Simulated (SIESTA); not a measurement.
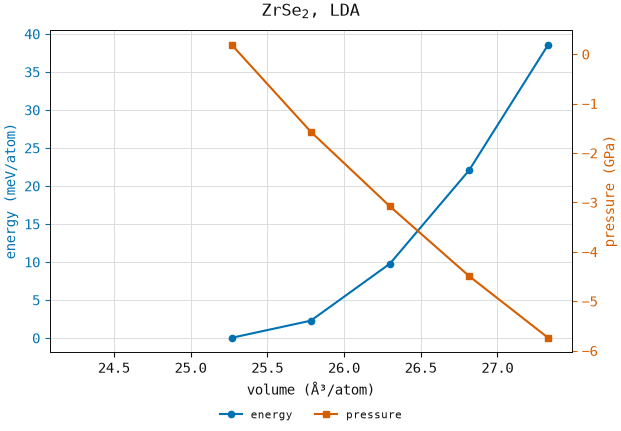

The figure shows the energy and pressure against volume for ZrSe₂, space group P-3m1 (No. 164).

Starting cell:
```
Zr Se
1.0
     3.79800    0.00000    0.00000
    -1.89900    3.28916    0.00000
     0.00000    0.00000    6.19200
Zr Se
1 2
Direct
  0.00000 0.00000 0.00000
  0.66667 0.33333 0.75000
  0.33333 0.66667 0.25000
```

Computed with SIESTA 5.4.2: DFT in numerical atomic orbitals with pseudopotentials, no spin polarisation; energies at scaled volumes of the given cell, shape and fractions fixed, counted from the fit's minimum, third-order Birch-Murnaghan fit. Level: LDA.

```json
{"setting": "k mesh", "value": "8×8×5"}
{"setting": "occupations", "value": "Fermi–Dirac"}
{"setting": "smearing width", "value": "0.05 eV"}
{"setting": "potentials", "value": "PseudoDojo 0.4 standard, converted to PSML, two zetas on semicore shells"}
{"setting": "program settings", "value": "basis DZP, mesh cutoff 800 Ry"}
```

The points at volume 24.24 Å³/atom and 24.75 Å³/atom are left out of the plot. What values does the calculation give there?

| volume (Å³/atom) | energy (meV/atom) | pressure (GPa) |
| --- | --- | --- |
| 24.24 | 13.66 | 4.21 |
| 24.75 | 3.61 | 2.10 |

Note: mulliken charges of long orbitals; shape and atomic fractions are frozen while scaling, which makes layered, chain and framework solids too stiff.
